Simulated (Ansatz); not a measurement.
# Single-point calculation of NiSb

System: NiSb (P6₃/mmc, 4 atoms in the cell).
Method: DFT r2SCAN, scalar-relativistic, plane waves, PAW, spin-polarised (Ansatz 0.2.0).

The structure derives from an entry of the Crystallography Open Database. Figures and captions count atoms from 1; the log counts them from 0 in places.

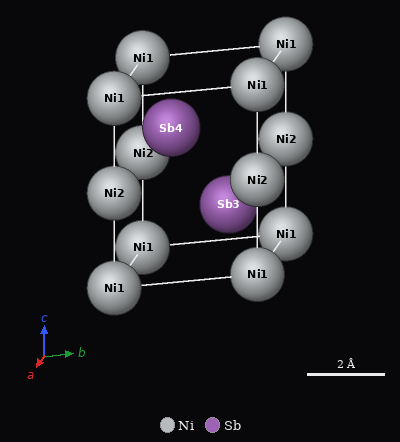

Fig. 1: The input geometry (spheres-only view of the cell of the calculation, seen slightly off an axis; atoms are numbered from 1 in the order of the input). An atom can appear more than once, as a periodic image.

Key numbers

- outcome: converged
- space group (tolerance 0.01 Å): P6₃/mmc (194)
- electrons treated: 66
- free energy: −24689.8309 eV
- Fermi energy: 14.609 eV
- gap on the k-point mesh: none (metallic)
- net moment of the cell: 0.00 μB
- integrated absolute moment: 0.00 μB
- pressure: −3.44 GPa
- largest force (length of the vector): under 0.001 eV/Å
- hardware: 4 threads of Arm Neoverse V2, 24 GiB of memory available, shared host
- wall time: 34 s (CPU time 2.2 min)
- peak memory: 0.82 GiB

Remarks

The program warns: some starting moments were not kept; the state was not tested for a lower one.

Input
```yaml
crystal:
  lattice:
    - [3.9710518376, 0.0, 0.0]
    - [-1.9855259188, 3.4390317711, 0.0]
    - [0.0, 0.0, 5.1680081343]
  atoms:
    - { symbol: Ni, position: [0.0, 0.0, 0.0], spin: 0.8 }
    - { symbol: Ni, position: [0.0, 0.0, 0.5], spin: 0.8 }
    - { symbol: Sb, position: [0.3333333333, 0.6666666667, 0.25] }
    - { symbol: Sb, position: [0.6666666667, 0.3333333333, 0.75] }
basis:
  ecutwfc: 500
  ecutrho_ratio: 4
kpoints:
  mp_grid: { grid: [10, 10, 8] }
hamiltonian:
  xc: r2scan
scf:
  occupations: { method: gaussian, width: 0.05 }
output:
  forces: true
  stress: true
  eigenvalues: true
  populations: true
  write_density: true
  write_potential: true
  elf: true
  volumetric_format: npy
magnetization:
  spin_polarized: true
```

Run as:
```bash
ansatz run input.yaml --threads 4 --pin off --max-ram 7168MiB --backend cpu --events-out ev --progress --plain --runs-dir out
```

Output
```
Engine: ansatz 0.2.0, aarch64-unknown-linux-gnu
Pseudopotentials: kind: paw
Pseudopotential: Ni, paw, valence charge 18, recommended cutoff 500 eV (meta_gga), Ni.paw.azcp
Pseudopotential: Sb, paw, valence charge 15, recommended cutoff 500 eV (meta_gga), Sb.paw.azcp
Functional definition: r2SCAN
  parameter k0 = 0.174
  parameter k1 = 0.065
  parameter a1 = 4.9479
  exchange = r2scan_x(k0 = k0, k1 = k1, a1 = a1)
  correlation = r2scan_c
Crystal: 4 atoms, lattice volume = 70.577 Å³
Basis set: ecut = 500 eV, 1801 PW (Γ), exchange–correlation on 120×120×160 points (64 copies of the dense FFT grid, shifted against one another)
Bands: 41, of which v1, the nominal top of the filled ones, is band 33 counted from 1 (32 counted from 0)
Symmetry: 24 space group operations
Space group: P63/mmc (ITA 194), of the structure as read, at distance tolerance 4.1e-5 Å
Magnetic group: BNS 194.263 (UNI 1493), of the structure as read, at distance tolerance 4.1e-5 Å
k-points: 70 of 800
Non-local potential: Ni, projectors of the file, l = 0: 3, l = 1: 2, l = 2: 3, l = 3: 1
Non-local potential: Sb, projectors of the file, l = 0: 2, l = 1: 2, l = 2: 2, l = 3: 2
PAW form: soft (Blöchl's): semilocal exchange-correlation on the pseudo side does not see the compensation charge
PAW frozen core: Ni, regenerated for the run's functional (the file was generated under x = pbe(κ = 0.804, μ = 0.2195149727645171), c = pbe(β = 0.06672455060314922))
PAW frozen core: Sb, regenerated for the run's functional (the file was generated under x = pbe(κ = 0.804, μ = 0.2195149727645171), c = pbe(β = 0.06672455060314922))
PAW one-centre angular grid: Ni, 590 points (default); XC on 160 Gauss nodes
PAW one-centre angular grid: Sb, 590 points (default); XC on 160 Gauss nodes
Initial density: superposition of atomic densities (chi_scale 0.1, normalization cell)
Starting moments: Σ|m| = 1.6 μB on 2 of 4 sites
Initial wavefunctions: pseudopotential atomic-orbital guess
Functional: x = r2scan, c = r2scan; τ floored in thin density (d = 2e-4 eV/Å³)
SCF iter   1: F=—  HF=-24685.284028 eV  |F-HF|=—  |Δ(HF+E_count)|=         —  Δρ=4.27e-2 (↑1.73e-2 ↓4.27e-2)  dr2=2.68e0  dr2_τ=1.97e-2  dr2_m=1.46e-1  M=0.965 μB ∫|m|=1.198 μB  β_m=0.76  ethr=3.10e-3  ⟨swp⟩=6.5  Hψ=22650  notcnv=0  defer=6
Mixer restart at iter 1: flushing history
preconditioner: auto → Kerker (q_TF=auto, 2.698 Å⁻¹)  [metal: Δε(μ)=0.018 eV  Ē_g=18.666 eV  σ=0.050 eV  W_gap=0.19  n_scr=22 (ndim 8)  ℏωp=31.3 eV  f_vac=0.000  D(μ)=1.84/eV (n_scr^D=8)]
spin=Collinear: Kerker preconditioning applied to the charge; magnetization (m = ρ↑ − ρ↓) channel mixes plain (no charge-response kernel on spin).
SCF iter   2: F=—  HF=-24687.407446 eV  |F-HF|=—  |Δ(HF+E_count)|=    2.12e0  Δρ=2.92e-2 (↑1.56e-2 ↓2.92e-2)  dr2=1.87e0  dr2_τ=2.79e-3  dr2_m=4.49e-2  M=0.840 μB ∫|m|=1.100 μB  β_m=0.30  ethr=3.10e-3  ⟨swp⟩=2.1  Hψ=7615  notcnv=0  defer=387  κ⁻¹=1.0e0(r=1)
SCF iter   3: F=—  HF=-24689.591061 eV  |F-HF|=—  |Δ(HF+E_count)|=    2.18e0  Δρ=1.43e-2 (↑1.43e-2 ↓1.29e-2)  dr2=5.93e-1  dr2_τ=5.99e-4  dr2_m=5.34e-2  M=0.331 μB ∫|m|=0.814 μB  β_m=0.30  ethr=2.83e-3  ⟨swp⟩=3.0  Hψ=10480  notcnv=0  defer=387  κ⁻¹=1.8e-2(r=2)
SCF iter   4: F=—  HF=-24688.966433 eV  |F-HF|=—  |Δ(HF+E_count)|=   6.25e-1  Δρ=1.73e-2 (↑1.17e-2 ↓1.73e-2)  dr2=1.90e-1  dr2_τ=2.07e-3  dr2_m=7.63e-2  M=0.128 μB ∫|m|=0.614 μB  β_m=0.35  ethr=8.98e-4  ⟨swp⟩=2.5  Hψ=8512  notcnv=0  defer=384  κ⁻¹=1.4e-2(r=3)
SCF iter   5: F=—  HF=-24689.762055 eV  |F-HF|=—  |Δ(HF+E_count)|=         —  Δρ=1.65e-2 (↑1.65e-2 ↓5.45e-3)  dr2=6.03e-2  dr2_τ=6.40e-4  dr2_m=7.31e-2  M=0.074 μB ∫|m|=0.292 μB  β_m=0.53  ethr=2.88e-4  ⟨swp⟩=3.0  Hψ=12203  notcnv=0  defer=384
Mixer restart at iter 5: flushing history
SCF iter   6: F=—  HF=-24689.790697 eV  |F-HF|=—  |Δ(HF+E_count)|=   2.86e-2  Δρ=1.21e-2 (↑1.21e-2 ↓2.43e-3)  dr2=5.01e-2  dr2_τ=3.64e-4  dr2_m=2.98e-2  M=0.064 μB ∫|m|=0.229 μB  β_m=0.30  ethr=9.14e-5  ⟨swp⟩=2.0  Hψ=6696  notcnv=0  defer=381  κ⁻¹=1.0e0(r=1)
SCF iter   7: F=—  HF=-24689.812392 eV  |F-HF|=—  |Δ(HF+E_count)|=   2.17e-2  Δρ=1.83e-3 (↑1.57e-3 ↓1.83e-3)  dr2=7.54e-3  dr2_τ=8.79e-5  dr2_m=9.17e-5  M=0.040 μB ∫|m|=0.097 μB  β_m=1.00  ethr=7.60e-5  ⟨swp⟩=2.2  Hψ=9809  notcnv=0  defer=381  κ⁻¹=3.8e-2(r=2)
SCF iter   8: F=—  HF=-24689.824717 eV  |F-HF|=—  |Δ(HF+E_count)|=   1.23e-2  Δρ=1.43e-3 (↑1.43e-3 ↓7.75e-4)  dr2=3.03e-3  dr2_τ=7.01e-6  dr2_m=1.79e-4  M=0.030 μB ∫|m|=0.068 μB  β_m=0.51  ethr=1.14e-5  ⟨swp⟩=2.0  Hψ=10387  notcnv=0  defer=381  κ⁻¹=2.9e-3(r=3)
SCF iter   9: F=—  HF=-24689.829081 eV  |F-HF|=—  |Δ(HF+E_count)|=   4.36e-3  Δρ=1.53e-3 (↑1.28e-3 ↓1.53e-3)  dr2=2.56e-3  dr2_τ=3.93e-6  dr2_m=4.67e-5  M=0.006 μB ∫|m|=0.009 μB  β_m=0.34  ethr=4.60e-6  ⟨swp⟩=2.0  Hψ=10971  notcnv=0  defer=382  κ⁻¹=1.1e-3(r=4)
SCF iter  10: F=—  HF=-24689.830310 eV  |F-HF|=—  |Δ(HF+E_count)|=   1.23e-3  Δρ=1.23e-3 (↑1.23e-3 ↓1.07e-3)  dr2=2.12e-3  dr2_τ=2.39e-6  dr2_m=2.20e-5  M=0.002 μB ∫|m|=0.006 μB  β_m=0.40  ethr=3.88e-6  ⟨swp⟩=1.4  Hψ=6244  notcnv=0  defer=382  κ⁻¹=5.7e-4(r=5)
SCF iter  11: F=—  HF=-24689.830940 eV  |F-HF|=—  |Δ(HF+E_count)|=   6.30e-4  Δρ=6.57e-4 (↑6.57e-4 ↓5.09e-4)  dr2=7.07e-4  dr2_τ=5.79e-7  dr2_m=1.55e-5  M=0.002 μB ∫|m|=0.004 μB  β_m=0.35  ethr=3.20e-6  ⟨swp⟩=1.6  Hψ=6029  notcnv=0  defer=383  κ⁻¹=2.1e-5(r=6)
SCF iter  12: F=—  HF=-24689.830898 eV  |F-HF|=—  |Δ(HF+E_count)|=   4.21e-5  Δρ=1.69e-4 (↑1.69e-4 ↓1.10e-4)  dr2=1.36e-5  dr2_τ=2.36e-7  dr2_m=6.11e-6  M=-0.001 μB ∫|m|=0.005 μB  β_m=0.30  ethr=1.07e-6  ⟨swp⟩=2.0  Hψ=8696  notcnv=0  defer=384  κ⁻¹=4.5e-6(r=7)
SCF iter  13: F=—  HF=-24689.830930 eV  |F-HF|=—  |Δ(HF+E_count)|=   3.23e-5  Δρ=1.72e-4 (↑8.94e-5 ↓1.72e-4)  dr2=2.70e-5  dr2_τ=3.52e-8  dr2_m=1.55e-6  M=-0.002 μB ∫|m|=0.005 μB  β_m=1.00  ethr=2.06e-8  ⟨swp⟩=2.0  Hψ=10410  notcnv=0  defer=384  κ⁻¹=3.0e-6(r=8)
SCF iter  14: F=—  HF=-24689.830941 eV  |F-HF|=—  |Δ(HF+E_count)|=   1.07e-5  Δρ=1.07e-4 (↑3.94e-5 ↓1.07e-4)  dr2=9.23e-6  dr2_τ=1.03e-8  dr2_m=8.16e-7  M=-0.001 μB ∫|m|=0.003 μB  β_m=1.00  ethr=2.06e-8  ⟨swp⟩=2.0  Hψ=7314  notcnv=0  defer=384  κ⁻¹=2.5e-6(r=8)
SCF iter  15: F=—  HF=-24689.830943 eV  |F-HF|=—  |Δ(HF+E_count)|=   1.94e-6  Δρ=2.69e-5 (↑1.10e-5 ↓2.69e-5)  dr2=2.19e-7  dr2_τ=1.34e-9  dr2_m=1.90e-7  M=-0.001 μB ∫|m|=0.002 μB  β_m=1.00  ethr=1.40e-8  ⟨swp⟩=1.6  Hψ=6525  notcnv=0  defer=384  κ⁻¹=4.4e-6(r=8)
SCF iter  16: F=—  HF=-24689.830946 eV  |F-HF|=—  |Δ(HF+E_count)|=   3.67e-6  Δρ=1.17e-5 (↑8.21e-6 ↓1.17e-5)  dr2=3.43e-8  dr2_τ=2.89e-10  dr2_m=5.53e-8  M=-0.001 μB ∫|m|=0.001 μB  β_m=0.62  ethr=3.32e-10  ⟨swp⟩=2.0  Hψ=10345  notcnv=0  defer=383  κ⁻¹=8.4e-7(r=8)
SCF iter  17: F=—  HF=-24689.830948 eV  |F-HF|=—  |Δ(HF+E_count)|=   2.12e-6  Δρ=9.37e-6 (↑9.37e-6 ↓5.43e-6)  dr2=9.17e-8  dr2_τ=7.36e-11  dr2_m=3.66e-9  M=-0.000 μB ∫|m|=0.000 μB  β_m=1.00  ethr=5.19e-11  ⟨swp⟩=3.0  Hψ=14104  notcnv=0  defer=383  κ⁻¹=3.5e-7(r=8)
SCF iter  18: F=—  HF=-24689.830949 eV  |F-HF|=—  |Δ(HF+E_count)|=   8.25e-8  Δρ=3.54e-6 (↑1.75e-6 ↓3.54e-6)  dr2=1.34e-8  dr2_τ=4.65e-11  dr2_m=7.16e-10  M=-0.000 μB ∫|m|=0.000 μB  β_m=1.00  ethr=5.19e-11  ⟨swp⟩=2.0  Hψ=10201  notcnv=0  defer=383  κ⁻¹=2.7e-7(r=8)
SCF iter  19: F=—  HF=-24689.830949 eV  |F-HF|=—  |Δ(HF+E_count)|=   4.26e-8  Δρ=9.52e-7 (↑9.52e-7 ↓8.11e-7)  dr2=2.22e-10  dr2_τ=4.77e-12  dr2_m=3.58e-10  M=-0.000 μB ∫|m|=0.000 μB  β_m=1.00  ethr=2.02e-11  ⟨swp⟩=2.0  Hψ=10340  notcnv=0  defer=383  κ⁻¹=2.1e-7(r=8)
SCF iter  20: F=-24689.830949 eV  HF=-24689.830949 eV  |F-HF|=4.37e-10  |Δ(HF+E_count)|=   5.16e-9  Δρ=6.45e-7 (↑3.97e-7 ↓6.45e-7)  dr2=4.24e-10  dr2_τ=1.27e-12  dr2_m=1.47e-11  M=-0.000 μB ∫|m|=0.000 μB  ethr=1.00e-12  ⟨swp⟩=11.3  Hψ=39697  notcnv=0
SCF 1 converged in 20 iterations: F = -24689.830949 eV  dr2 = 4.24e-10
  greatest PAW one-centre occupation: 1.001 electrons in one spin orbital (limit 2), on the Ni atom at site 1 (counted from 0), in its partial waves of l = 1
```

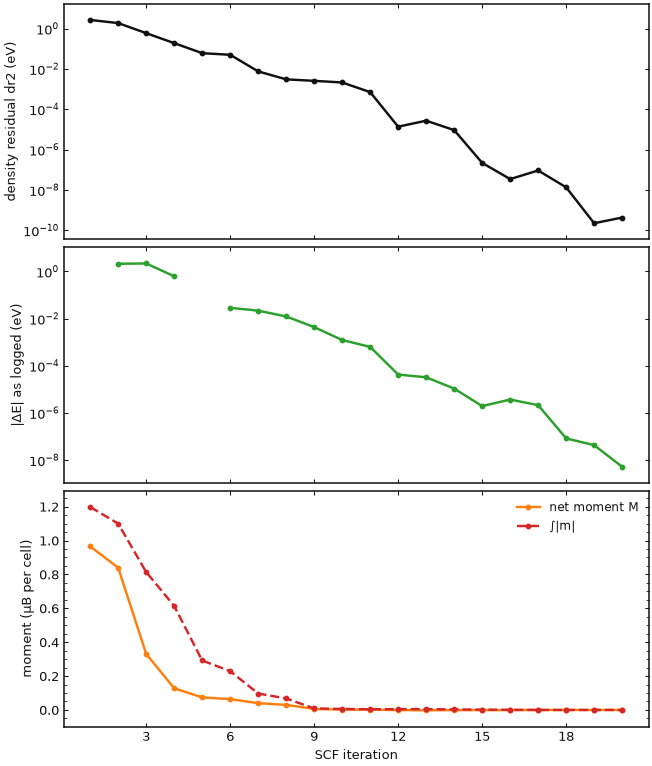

Fig. 2: Convergence of the self-consistent field: density residual dr2, size of the energy change and magnetic moment against the SCF iteration. The residual comes down, with one marked jump up, by a factor of about 2.5, at step 17. The net moment goes from 1.0 to 0.0 μB per cell, and ∫|m| falls to zero.

```
WARN: the starting moments were not kept: the SCF closed with an absolute magnetisation of 3.2e-5 μB, where they sum to 1.6 μB in size (2 sites). That is at most 0.1 of that sum. Measured as dr2_m measures the in/out step, that magnetisation stands 9.8e-10 eV from none, at or under the dr2_threshold of 1.0e-7 eV: it is no larger than a step whose dr2_m would equal this threshold. The system may hold no moment; this SCF shows only that its start led to no more than that. To try another start: raise the starting moments (crystal.atoms[].spin, magnetization.per_species, magnetization.initial_magnetization, or on a non-collinear deck that types none of these the spinor_matrix: blocks that start its atoms; where the total moment is fixed, keep their sum and leave initial_magnetization as it is; typed ones take the place of any that the run laid by itself, positive ones on a crystal's lanthanoids without a Hubbard term where scf.initial_density.shell_occupations: [] is typed) or, if the notice of its spin-set hold's release reads "site moments contracting" or "site moments show no strong build", lengthen the hold (scf.mixing.spin_hold: { on: { confirm: 4 } }; for m-r²SCAN on two components see the key's manual first). Each may lead to a state that holds a moment. A second SCF, from the converged charge density, with the starting moments and any scf.initial_density.shell_occupations laid on it anew, would have followed, and was not run: the deck does not ask for one (magnetization.retry_lost_moments is false, the default). To let it run, set magnetization.retry_lost_moments: true and run the deck again, where that key's refused combinations let it; where memory then withholds it, that run's warning says so.
this state was not tested for a lower state beside it, because the mixer in use, unlike msr1, does not test its closes by its own steps (another_mixer; see scf.mixing.algorithm and scf.lower_state_search)
SCF converged after 20 iterations
Magnetization: -0.0000 μB (33.0000 up, 33.0000 down)
Absolute magnetization: 0.0000 μB (∫|ρ↑−ρ↓|, with the PAW one-centre terms)
Spin contamination: 0.0000 ħ² per cell (⟨S²⟩ above its minimum at these occupations)
Per-site moments (μB) at R_I (Å): [(-1.2260352408437616e-5, 1.065901677699375), (-1.2260352408435768e-5, 1.065901677699375), (5.590604878037966e-7, 1.0855638617932881), (5.590604877870045e-7, 1.0855638617932881)]
Free energy (F): -24689.830949 eV
Harris-Foulkes:  -24689.830949 eV  (|F-HF|=4.37e-10)
Internal energy: -24689.829040 eV  (E = F + TS)
E sigma→0 (E₀):  -24689.829994 eV
Entropy (-TS):   -0.001909 eV (-0.477 meV/atom)
Fermi energy:    14.608931 eV
--- Per-component energies (eV) ---
  E_band       = -966.448993
  E_kinetic    = 983.641384
  E_local      = -11234.692979  (includes V_loc(G=0)·N_el)
  E_nonlocal   = 2020.402841
  E_hartree    = 4916.996764
  E_xc         = -412.225385
  E_vxc        = -439.527519  (∫ρ·V_xc dr)
  E_paw        = -12506.817498  (= ΣΔE_a)
  E_vpaw       = -2161.350718  (= ΣTr[D̂ρ^β])
  E_aug_tail   = 0.000472  (compensation charges beyond the density's cutoff)
  E_vtau       = 31.086233  (kinetic-family band-sum trace: ∫τ·v_τ [+ j·A + Jᵃ·Aᵃ] dr)
  E_ewald      = -8457.546576
  E_core_change = 0.411937  (= ΣΔE_core)
  E_smearing   = -0.001909  (= −TS)
  E_closure    = 0.000000  (closes the sum)
  Σ components = -24689.830949   (vs F -24689.830949, Δ=0.00e0)
--- Forces (eV/Å), atoms counted from 1 ---
  atom   1  Ni     0.00000000     0.00000000     0.00000000
  atom   2  Ni     0.00000000     0.00000000     0.00000000
  atom   3  Sb    -0.00000000     0.00000000     0.00000000
  atom   4  Sb     0.00000000    -0.00000000     0.00000000
  max |Σ_I F_I| component: 4.63e-18 eV/Å
--- Stress (GPa, compression-positive) ---
       -3.591660      -0.000000       0.000000
       -0.000000      -3.591660       0.000000
        0.000000       0.000000      -3.137400
  P = ⅓ Tr σ = -3.4402 GPa (-34.402 kbar)
--- Band table (eV; the first three rows and the last of 140) ---
  k-point 0 ↑: bands = ["-92.2767", "-92.2696", "-51.2429", "-51.2429", "-51.2351", "-51.2351", "-51.2076", "-51.1264", "-15.4840", "-15.4840", "-15.4632", "-15.4475", "-15.4243", "-15.4243", "-15.4241", "-15.4241", "-15.4240", "-15.4240", "1.2755", "5.9487", "8.1931", "10.6293", "10.6293", "11.4438", "11.9912", "11.9912", "12.4839", "12.4839", "13.2680", "13.2680", "14.5399", "15.1051", "15.1051", "17.0754", "17.0754", "18.0938", "18.7140", "20.0778", "21.3439", "21.3439", "22.8643"]
  k-point 1 ↑: bands = ["-92.2764", "-92.2698", "-51.2426", "-51.2426", "-51.2354", "-51.2354", "-51.2046", "-51.1295", "-15.4828", "-15.4828", "-15.4626", "-15.4480", "-15.4332", "-15.4332", "-15.4232", "-15.4232", "-15.4172", "-15.4172", "1.3670", "5.3846", "8.8509", "10.6838", "10.6838", "11.4963", "12.0247", "12.0247", "12.3991", "12.3991", "13.1441", "13.1441", "14.4648", "15.3030", "15.3030", "17.0687", "17.0687", "18.2369", "18.2468", "20.2145", "21.1289", "21.1289", "22.3901"]
  k-point 2 ↑: bands = ["-92.2756", "-92.2706", "-51.2417", "-51.2417", "-51.2363", "-51.2363", "-51.1958", "-51.1383", "-15.4791", "-15.4791", "-15.4607", "-15.4496", "-15.4438", "-15.4438", "-15.4204", "-15.4204", "-15.4132", "-15.4132", "1.6406", "4.4230", "10.0509", "10.8437", "10.8437", "11.6355", "12.1219", "12.1219", "12.1511", "12.1511", "12.9061", "12.9061", "14.3119", "15.7511", "15.7511", "17.0331", "17.0331", "17.1935", "18.6796", "20.3953", "20.7329", "20.7329", "21.5711"]
  k-point 69 ↓: bands = ["-92.2731", "-92.2731", "-51.2394", "-51.2394", "-51.2393", "-51.2393", "-51.1671", "-51.1671", "-15.4743", "-15.4743", "-15.4586", "-15.4586", "-15.4305", "-15.4305", "-15.4175", "-15.4175", "-15.4134", "-15.4134", "4.7209", "4.7209", "8.7966", "8.7966", "9.6103", "9.6103", "11.8741", "11.8741", "12.4957", "12.4957", "12.5848", "12.5848", "13.1285", "13.1285", "13.3930", "13.3930", "18.7832", "18.7832", "21.9989", "21.9989", "22.7576", "22.7576", "23.3603"]
--- Löwdin populations: 4 sites ---
  site symbol       q [e]    m [muB]
     0     Ni     17.6346    -0.0000
     1     Ni     17.6346    -0.0000
     2     Sb     15.1333     0.0000
     3     Sb     15.1333     0.0000
  spilling = 0.007032 (of n_electrons = 66.000000)
```

File populations.tsv
```
# site	symbol	l	j	q_up	q_dn
# orbitals = lowdin
# n_electrons = 66.000000
# spilling = 0.007032
0	Ni	0_3S	-	0.997035	0.997035
0	Ni	0_4S	-	0.328621	0.328620
0	Ni	1_3P	-	2.998733	2.998733
0	Ni	2_3D	-	4.492929	4.492940
1	Ni	0_3S	-	0.997035	0.997035
1	Ni	0_4S	-	0.328621	0.328620
1	Ni	1_3P	-	2.998733	2.998733
1	Ni	2_3D	-	4.492929	4.492940
2	Sb	0_5S	-	0.859513	0.859514
2	Sb	1_5P	-	1.708639	1.708637
2	Sb	2_4D	-	4.998504	4.998504
3	Sb	0_5S	-	0.859513	0.859514
3	Sb	1_5P	-	1.708639	1.708637
3	Sb	2_4D	-	4.998504	4.998504
```

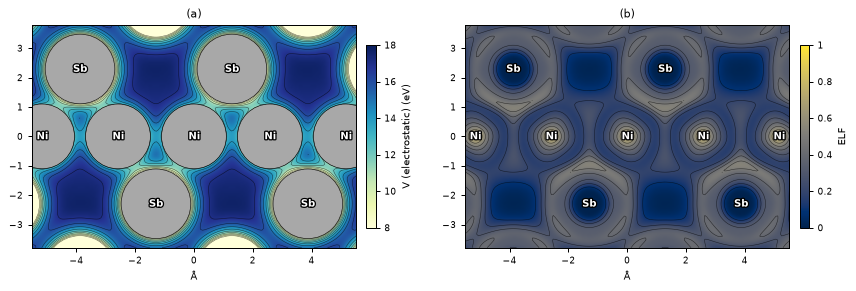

Fig. 3: (a) electrostatic potential (local pseudopotential plus Hartree) felt by an electron; (b) ELF on the (110) plane of the conventional cell. Grey discs, where drawn, cover atomic cores. Ni–Ni (2.58 Å): the ELF is about 0.25 at the midpoint; no shared electron pair. The strong features right at Ni lie inside the PAW spheres (semicore, d or f shells) and say nothing about bonding. Outside the cores the potential energy rises away from the atoms and is highest about 2.3 Å from the nearest atoms; outside the discs it spans about 10 eV, and its zero is arbitrary. In a PAW calculation such maps are meaningful between the atoms, not at the nuclei.

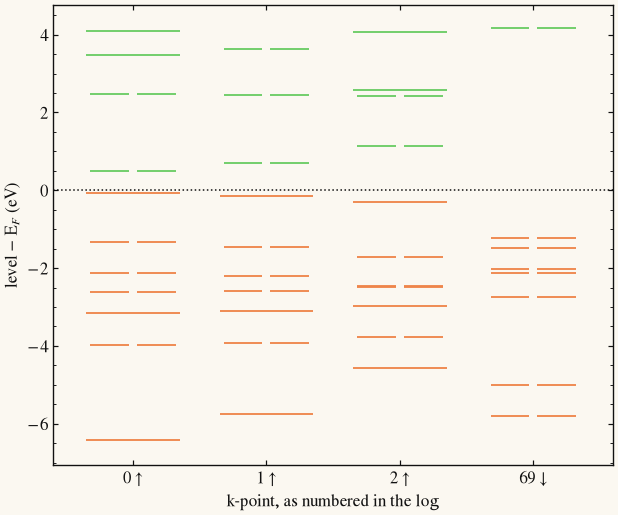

Fig. 4: Kohn–Sham levels near the Fermi level (dotted) at the few k-points that the log prints; levels within 0.02 eV of each other stand side by side. The system is metallic on the full mesh.
